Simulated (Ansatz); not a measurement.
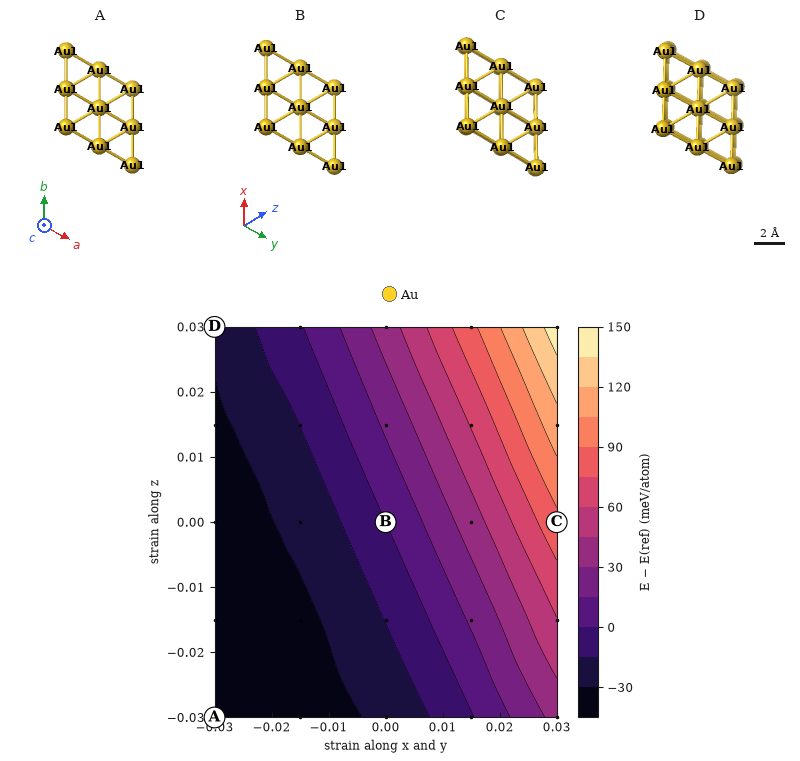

Energy scan for crystalline Au (Im-3m), in which the cell is strained equally along x and y and separately along z, with the atoms kept at their fractional coordinates. x, y and z are the Cartesian axes of the input. The map is interpolated between the computed points (dots). The lettered frames are marked on it. A ball-and-stick model of the cell of the calculation, repeated 2 × 2 × 3 with one cell outlined, seen along the c axis.

Theory: DFT PBEsol, scalar-relativistic, plane waves, PAW (Ansatz 0.2.0). (plane-wave cutoff 420 eV; k-point mesh 20 × 20 × 20; occupations gaussian; smearing width 0.15 eV; no spin polarisation). Energies (free energies at the smearing named) are counted from the cell as listed in its source, which wasn't relaxed.

Describe the energy landscape.

Answer. In pairs of (strain along x and y; strain along z): the lowest computed points lie at (−0.030, 0.000), (−0.015, −0.030) (−36.6 meV/atom), the highest at (0.030, 0.030) (143.8 meV/atom). It lies on the edge of the grid, so the true minimum may be outside the range scanned. The pressure runs from −16.9 GPa at (0.030, 0.030) to 4.8 GPa at (−0.030, −0.030). The frames lie at A (−0.030, −0.030): −30.6 meV/atom, B (0.000, 0.000): 0.0 meV/atom, C (0.030, 0.000): 85.8 meV/atom, D (−0.030, 0.030): −26.9 meV/atom.
